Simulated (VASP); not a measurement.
# TiO₂: geometry relaxation (part 3 of 3)

TiO₂ (6 atoms in the cell); Kohn-Sham DFT of a periodic cell, PBE, VASP PAW PBE potentials, soft, no spin polarisation (VASP 6.6.1); cutoff 300 eV, 5×5×5 k-mesh, Gaussian smearing of 0.03 eV. The structure derives from an entry of the Crystallography Open Database.

Geometry of the input (Å; fractional positions):
```
-1.9000  1.9000  4.8225
1.9000  -1.9000  4.8225
1.9000  1.9000  -4.8225
Ti 0.0000  0.0000  0.0000
Ti 0.7500  0.2500  0.5000
O  0.2073  0.2073  0.0000
O  0.9573  0.4573  0.5000
O  0.5427  0.0427  0.5000
O  0.7927  0.7927  0.0000
```

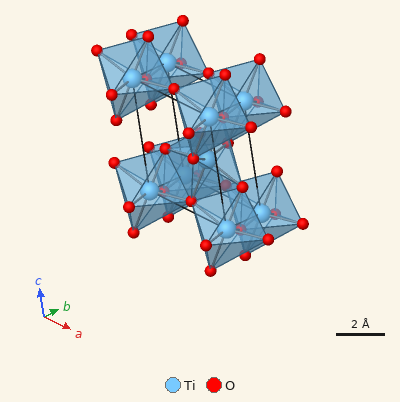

Figure 1. The geometry at step 3 of the log (polyhedral view of the reduced cell, seen slightly off an axis; polyhedra are completed across the faces of the cell).

Parts of OUTCAR, continued
```
  FORCE on cell =-STRESS in cart. coord.  units (eV):
  Direction    XX          YY          ZZ          XY          YZ          ZX
  --------------------------------------------------------------------------------------
  -------------------------------------------------------------------------------------
  Total        0.0339292      0.0339292     -0.0261167      0.0000000      0.0000000      0.0000000
  in kB        0.7794371      0.7794371     -0.5999653      0.0000000      0.0000000      0.0000000
  external PRESSURE =       0.3196363 kB  Pullay stress =       0.0000000 kB

 VOLUME and BASIS-vectors are now :
 -----------------------------------------------------------------------------
  energy-cutoff  :      300.00
  volume of cell :       69.74
      direct lattice vectors                 reciprocal lattice vectors
    -1.899124781  1.899124781  4.834330806     0.000000000  0.263279172  0.103426931
     1.899124781 -1.899124781  4.834330806     0.263279172  0.000000000  0.103426931
     1.899124781  1.899124781 -4.834330806     0.263279172  0.263279172  0.000000000

 POSITION                                       TOTAL-FORCE (eV/Angst)
 -----------------------------------------------------------------------------------
      0.00000      0.00000      0.00000        -0.000000     -0.000000      0.000000
      0.00000      1.89912      2.41717        -0.000000     -0.000000     -0.000000
      0.00000      0.00000      2.00257         0.000000     -0.000000     -0.011962
      0.00000      1.89912      4.41974        -0.000000      0.000000     -0.011962
     -0.00000      1.89912      0.41459        -0.000000      0.000000      0.011962
      0.00000      0.00000      7.66609         0.000000     -0.000000      0.011962
 -----------------------------------------------------------------------------------
    total drift:                               -0.000000     -0.000000      0.000000

  FREE ENERGIE OF THE ION-ELECTRON SYSTEM (eV)
  ---------------------------------------------------
  free  energy   TOTEN  =       -53.8138353976 eV

  energy  without entropy=      -53.8138353976  energy(sigma->0) =      -53.81383540

--------------------------------------- Ionic step        6  -------------------------------------------

 number of electron      47.9999989 magnetization

 Free energy of the ion-electron system (eV)
  ---------------------------------------------------
  ext. energy  EPLUGINS =         0.00000000
  ---------------------------------------------------
  free energy    TOTEN  =       -53.81386044 eV

  energy without entropy =      -53.81386044  energy(sigma->0) =      -53.81386044

 E-fermi :   3.6612     XC(G=0): -10.6173     alpha+bet :-12.6777

 val. band max:        3.5137791230   @ k =  -0.4000   0.4000   0.0000
 cond. band min:       5.6117894705   @ k =   0.0000   0.0000   0.0000
 fundamental gap:      2.0980103475
 Fermi energy:         3.6611938596

 k-point     1 :       0.0000    0.0000    0.0000
  band No.  band energies     occupation
      1     -52.9195      2.00000
      2     -52.8662      2.00000
      3     -29.3851      2.00000
      4     -29.1627      2.00000
      5     -29.1627      2.00000
      6     -29.0994      2.00000
      7     -29.0994      2.00000
      8     -29.0283      2.00000
      9     -14.0286      2.00000
     10     -13.0314      2.00000
     11     -12.9567      2.00000
     12     -12.5781      2.00000
     13      -0.3693      2.00000
     14      -0.2780      2.00000
     15      -0.2780      2.00000
     16       0.1230      2.00000
     17       1.5137      2.00000
     18       1.5137      2.00000
     19       1.5604      2.00000
     20       2.7060      2.00000
     21       2.7060      2.00000
     22       2.7222      2.00000
     23       3.0890      2.00000
     24       3.0890      2.00000
     25       5.6118      0.00000
     26       6.2862      0.00000
     27       7.4492      0.00000
     28       7.4493      0.00000

 k-point     2 :       0.2000   -0.0000    0.0000
  band No.  band energies     occupation
      1     -52.9152      2.00000
      2     -52.8692      2.00000
      3     -29.3754      2.00000
      4     -29.2048      2.00000
      5     -29.1658      2.00000
      6     -29.1171      2.00000
      7     -29.0950      2.00000
      8     -29.0323      2.00000
      9     -13.8436      2.00000
     10     -12.9421      2.00000
     11     -12.8934      2.00000
     12     -12.5445      2.00000
     13      -0.7543      2.00000
     14      -0.3532      2.00000
     15      -0.2449      2.00000
     16       0.1092      2.00000
     17       1.2440      2.00000
     18       1.4613      2.00000
     19       1.7241      2.00000
     20       2.0343      2.00000
     21       2.4183      2.00000
     22       2.7359      2.00000
     23       2.7496      2.00000
     24       3.0699      2.00000
     25       6.2934      0.00000
     26       6.4772      0.00000
     27       6.8186      0.00000
     28       7.0544      0.00000

 k-point     3 :       0.4000    0.0000    0.0000
  band No.  band energies     occupation
      1     -52.9061      2.00000
      2     -52.8758      2.00000
      3     -29.3593      2.00000
      4     -29.2707      2.00000
      5     -29.1694      2.00000
      6     -29.1345      2.00000
      7     -29.0878      2.00000
      8     -29.0491      2.00000
      9     -13.5557      2.00000
     10     -12.8304      2.00000
     11     -12.6966      2.00000
     12     -12.5061      2.00000
     13      -1.0158      2.00000
     14      -0.2973      2.00000
     15      -0.1758      2.00000
     16      -0.1253      2.00000
     17       0.2687      2.00000
     18       1.4070      2.00000
     19       1.5640      2.00000
     20       1.6507      2.00000
     21       1.7421      2.00000
     22       2.6525      2.00000
     23       2.6564      2.00000
     24       2.8930      2.00000
     25       6.6242      0.00000
     26       6.8994      0.00000
     27       7.0217      0.00000
     28       7.0368      0.00000

 k-point     4 :       0.2000    0.2000    0.0000
  band No.  band energies     occupation
      1     -52.9090      2.00000
      2     -52.8740      2.00000
      3     -29.3556      2.00000
      4     -29.2318      2.00000
      5     -29.1893      2.00000
      6     -29.1293      2.00000
      7     -29.0911      2.00000
      8     -29.0436      2.00000
      9     -13.5992      2.00000
     10     -12.8889      2.00000
     11     -12.8185      2.00000
     12     -12.5385      2.00000
     13      -0.8387      2.00000
     14      -0.6586      2.00000
     15      -0.2432      2.00000
     16       0.1226      2.00000
     17       0.8222      2.00000
     18       1.3843      2.00000
     19       1.5918      2.00000
     20       1.8214      2.00000
     21       2.0664      2.00000
     22       2.4811      2.00000
     23       2.8611      2.00000
     24       3.2525      2.00000
     25       6.3850      0.00000
     26       6.6824      0.00000
     27       6.6886      0.00000
     28       7.0503      0.00000

 k-point     5 :       0.4000    0.2000    0.0000
  band No.  band energies     occupation
      1     -52.9005      2.00000
      2     -52.8799      2.00000
      3     -29.3476      2.00000
      4     -29.2873      2.00000
      5     -29.1956      2.00000
      6     -29.1561      2.00000
      7     -29.0819      2.00000
      8     -29.0520      2.00000
      9     -13.2969      2.00000
     10     -12.7423      2.00000
     11     -12.6627      2.00000
     12     -12.4975      2.00000
     13      -1.0434      2.00000
     14      -0.7157      2.00000
     15      -0.1770      2.00000
     16      -0.0148      2.00000
     17       0.1762      2.00000
     18       0.6233      2.00000
     19       1.1061      2.00000
     20       1.5632      2.00000
     21       1.8549      2.00000
     22       2.5008      2.00000
     23       2.9009      2.00000
     24       3.1582      2.00000
     25       6.5336      0.00000
     26       6.6520      0.00000
     27       6.9878      0.00000
     28       7.1075      0.00000

 [... the levels of 12 k-points are left out ...]

 k-point    18 :      -0.4000   -0.4000    0.4000
  band No.  band energies     occupation
      1     -52.9013      2.00000
      2     -52.8847      2.00000
      3     -29.2645      2.00000
      4     -29.1817      2.00000
      5     -29.1817      2.00000
      6     -29.1545      2.00000
      7     -29.0806      2.00000
      8     -29.0806      2.00000
      9     -13.6573      2.00000
     10     -13.3297      2.00000
     11     -12.8902      2.00000
     12     -12.7589      2.00000
     13      -0.2077      2.00000
     14      -0.2077      2.00000
     15      -0.1245      2.00000
     16      -0.1238      2.00000
     17       1.5372      2.00000
     18       1.5372      2.00000
     19       2.1276      2.00000
     20       2.2283      2.00000
     21       2.2909      2.00000
     22       2.2909      2.00000
     23       3.3849      2.00000
     24       3.3849      2.00000
     25       5.8344      0.00000
     26       6.0428      0.00000
     27       7.2023      0.00000
     28       7.2023      0.00000

------------------------ aborting loop because EDIFF is reached ----------------------------------------

  FORCE on cell =-STRESS in cart. coord.  units (eV):
  Direction    XX          YY          ZZ          XY          YZ          ZX
  --------------------------------------------------------------------------------------
  -------------------------------------------------------------------------------------
  Total        0.0075605      0.0075605      0.0064729      0.0000000      0.0000000      0.0000000
  in kB        0.1736251      0.1736251      0.1486484      0.0000000      0.0000000      0.0000000
  external PRESSURE =       0.1652996 kB  Pullay stress =       0.0000000 kB

 VOLUME and BASIS-vectors are now :
 -----------------------------------------------------------------------------
  energy-cutoff  :      300.00
  volume of cell :       69.77
      direct lattice vectors                 reciprocal lattice vectors
    -1.899278233  1.899278233  4.835196780     0.000000000  0.263257900  0.103408408
     1.899278233 -1.899278233  4.835196780     0.263257900  0.000000000  0.103408408
     1.899278233  1.899278233 -4.835196780     0.263257900  0.263257900  0.000000000

 POSITION                                       TOTAL-FORCE (eV/Angst)
 -----------------------------------------------------------------------------------
      1.89928      1.89928      4.83520        -0.000000     -0.000000     -0.000000
     -0.00000      1.89928      2.41760        -0.000000     -0.000000     -0.000000
      0.00000      0.00000      2.00193         0.000000     -0.000000     -0.000286
      0.00000      1.89928      4.41953        -0.000000      0.000000     -0.000286
     -0.00000      1.89928      0.41567        -0.000000      0.000000      0.000286
      0.00000      0.00000      7.66847         0.000000     -0.000000      0.000286
 -----------------------------------------------------------------------------------
    total drift:                               -0.000000     -0.000000      0.000000

  FREE ENERGIE OF THE ION-ELECTRON SYSTEM (eV)
  ---------------------------------------------------
  free  energy   TOTEN  =       -53.8138604385 eV

  energy  without entropy=      -53.8138604385  energy(sigma->0) =      -53.81386044

 reached required accuracy - stopping structural energy minimisation
```

CONTCAR
```
TiO2
   1.00000000000000
    -1.8992782334357055    1.8992782334357055    4.8351967802002607
     1.8992782334357055   -1.8992782334357055    4.8351967802002607
     1.8992782334357055    1.8992782334357055   -4.8351967802002607
  Ti              O
     2     4
Direct
     1.0000000000000000    1.0000000000000000    1.0000000000000000
     0.7500000000000000    0.2500000000000000    0.5000000000000000
     0.2070161719582300    0.2070161719582300    0.0000000000000000
     0.9570161719582299    0.4570161719582300    0.5000000000000000
     0.5429838280417701    0.0429838280417700    0.5000000000000000
     0.7929838280417701    0.7929838280417701    0.0000000000000000

  0.00000000E+00  0.00000000E+00  0.00000000E+00
  0.00000000E+00  0.00000000E+00  0.00000000E+00
  0.00000000E+00  0.00000000E+00  0.00000000E+00
  0.00000000E+00  0.00000000E+00  0.00000000E+00
  0.00000000E+00  0.00000000E+00  0.00000000E+00
  0.00000000E+00  0.00000000E+00  0.00000000E+00
```

Trajectory as extended XYZ (Å, eV, eV/Å), 6 frames, from step=0 to step=5
```
6
Lattice="-1.9000 1.9000 4.8225 1.9000 -1.9000 4.8225 1.9000 1.9000 -4.8225" Properties=species:S:1:pos:R:3:forces:R:3 step=0 energy=-53.81362
Ti    0.0000    0.0000    0.0000    0.0000   0.0000   0.0000
Ti    0.0000    1.9000    2.4112    0.0000   0.0000   0.0000
O     0.0000    0.0000    1.9997    0.0000   0.0000   0.0020
O     0.0000    1.9000    4.4109    0.0000   0.0000   0.0020
O     0.0000    1.9000    0.4116    0.0000   0.0000  -0.0020
O     0.0000    0.0000    7.6453    0.0000   0.0000  -0.0020
6
Lattice="-1.9013 1.9013 4.8308 1.9013 -1.9013 4.8308 1.9013 1.9013 -4.8308" Properties=species:S:1:pos:R:3:forces:R:3 step=1 energy=-53.81357
Ti    1.9013    1.9013    4.8308    0.0000   0.0000   0.0000
Ti    0.0000    1.9013    2.4154    0.0000   0.0000   0.0000
O     0.0000    0.0000    2.0032    0.0000   0.0000  -0.0289
O     0.0000    1.9013    4.4186    0.0000   0.0000  -0.0289
O     0.0000    1.9013    0.4122    0.0000   0.0000   0.0289
O     0.0000    0.0000    7.6584    0.0000   0.0000   0.0289
6
Lattice="-1.9006 1.9006 4.8263 1.9006 -1.9006 4.8263 1.9006 1.9006 -4.8263" Properties=species:S:1:pos:R:3:forces:R:3 step=2 energy=-53.81373
Ti    0.0000    0.0000    0.0000    0.0000   0.0000   0.0000
Ti    0.0000    1.9006    2.4131    0.0000   0.0000   0.0000
O     0.0000    0.0000    2.0013    0.0000   0.0000  -0.0122
O     0.0000    1.9006    4.4144    0.0000   0.0000  -0.0122
O     0.0000    1.9006    0.4119    0.0000   0.0000   0.0122
O     0.0000    0.0000    7.6513    0.0000   0.0000   0.0122
6
Lattice="-1.9002 1.9002 4.8283 1.9002 -1.9002 4.8283 1.9002 1.9002 -4.8283" Properties=species:S:1:pos:R:3:forces:R:3 step=3 energy=-53.81378
Ti    1.9002    1.9002    4.8283    0.0000   0.0000   0.0000
Ti    0.0000    1.9002    2.4141    0.0000   0.0000   0.0000
O     0.0000    0.0000    2.0016    0.0000   0.0000  -0.0122
O     0.0000    1.9002    4.4157    0.0000   0.0000  -0.0122
O     0.0000    1.9002    0.4125    0.0000   0.0000   0.0122
O     0.0000    0.0000    7.6550    0.0000   0.0000   0.0122
6
Lattice="-1.8991 1.8991 4.8343 1.8991 -1.8991 4.8343 1.8991 1.8991 -4.8343" Properties=species:S:1:pos:R:3:forces:R:3 step=4 energy=-53.81384
Ti    0.0000    0.0000    0.0000    0.0000   0.0000   0.0000
Ti    0.0000    1.8991    2.4172    0.0000   0.0000   0.0000
O     0.0000    0.0000    2.0026    0.0000   0.0000  -0.0120
O     0.0000    1.8991    4.4197    0.0000   0.0000  -0.0120
O     0.0000    1.8991    0.4146    0.0000   0.0000   0.0120
O     0.0000    0.0000    7.6661    0.0000   0.0000   0.0120
6
Lattice="-1.8993 1.8993 4.8352 1.8993 -1.8993 4.8352 1.8993 1.8993 -4.8352" Properties=species:S:1:pos:R:3:forces:R:3 step=5 energy=-53.81386
Ti    1.8993    1.8993    4.8352    0.0000   0.0000   0.0000
Ti    0.0000    1.8993    2.4176    0.0000   0.0000   0.0000
O     0.0000    0.0000    2.0019    0.0000   0.0000  -0.0003
O     0.0000    1.8993    4.4195    0.0000   0.0000  -0.0003
O     0.0000    1.8993    0.4157    0.0000   0.0000   0.0003
O     0.0000    0.0000    7.6685    0.0000   0.0000   0.0003
```

Key numbers

```json
{"quantity": "outcome", "value": "converged"}
{"quantity": "space group (tolerance 0.01 Å)", "value": "I4₁/amd (141)"}
{"quantity": "electrons treated", "value": "48"}
{"quantity": "free energy", "value": "−53.8139 eV"}
{"quantity": "Fermi energy", "value": "3.661 eV"}
{"quantity": "gap on the k-point mesh", "value": "2.10 eV"}
{"quantity": "pressure", "value": "0.02 GPa"}
{"quantity": "final volume", "value": "69.77 Å³"}
{"quantity": "largest force (length of the vector) at the end", "value": "under 0.001 eV/Å"}
{"quantity": "final cell", "value": "a = 5.531 Å, b = 5.531 Å, c = 5.531 Å, α = 139.83°, β = 139.83°, γ = 58.10°"}
{"quantity": "hardware", "value": "2 threads of AMD EPYC (Zen 5), 128 GiB of memory available, shared host"}
{"quantity": "wall time", "value": "36 s (CPU time 70 s)"}
{"quantity": "peak memory", "value": "0.15 GiB"}
```
